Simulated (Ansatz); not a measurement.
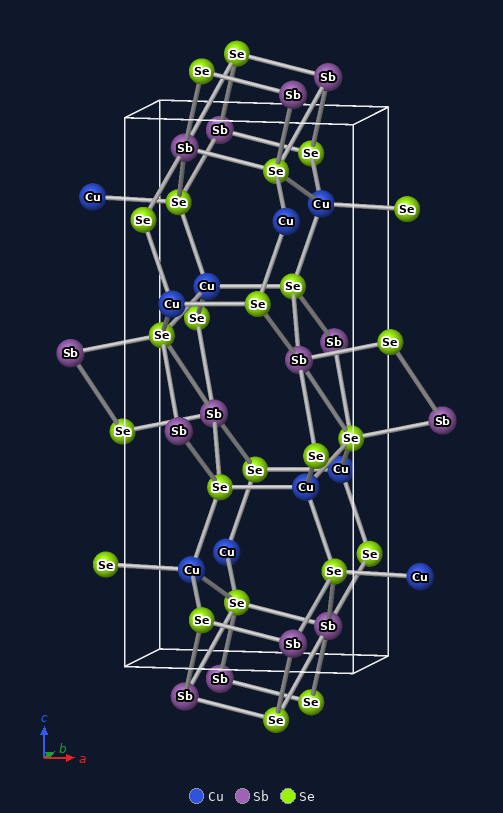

The crystal in a ball-and-stick representation, seen slightly off an axis. Lines trace the edges of the conventional unit cell. Atoms just outside the outline that bond to atoms inside are added.

CuSbSe$_{2}$, space group Pnma (No. 62), a = 6.347 Å, b = 3.972 Å, c = 14.912 Å, α = 90.00°, β = 90.00°, γ = 90.00°. The structure comes from a structure listed in the Materials Project. Earlier steps of the study may have refined or changed the cell and positions. A calculation with Ansatz used it as input.

This one geometry was computed with Ansatz (DFT, plane waves, PAW) at five levels of theory: r2SCAN, HSE06, PBE with spin-orbit coupling, PBE and PBE0.

Which level gives the highest pressure at this volume, and what does that say about its equilibrium volume?

Answer. Highest: PBE with spin-orbit coupling (2.8 GPa) and PBE (2.7 GPa), which points to the largest equilibrium volume. Lowest, with the smallest volume: r2SCAN (1.0 GPa), HSE06 (0.9 GPa) and PBE0 (0.8 GPa). Levels within 0.5 GPa of each other can't be told apart.

How does the band gap change with the level of theory?

Answer. PBE with spin-orbit coupling: a gap of 0.48 eV, indirect; PBE: a gap of 0.52 eV, indirect; r2SCAN: a gap of 0.72 eV, indirect; HSE06: a gap of 1.20 eV, indirect; PBE0: a gap of 1.83 eV, indirect.

Collect the results in a table.

Answer.
| level | cutoff (eV) | k-mesh of the run's cell | gap (eV) | pressure (GPa) |
| --- | --- | --- | --- | --- |
| r2SCAN | 500 | 4×6×2 | 0.72 | 1.0 |
| HSE06 | 420 | 2×4×2 | 1.20 | 0.9 |
| PBE with spin-orbit coupling | 420 | 4×6×2 | 0.48 | 2.8 |
| PBE | 420 | 4×6×2 | 0.52 | 2.7 |
| PBE0 | 420 | 2×4×2 | 1.83 | 0.8 |

Gaps are taken on the k-mesh or band path of each run.
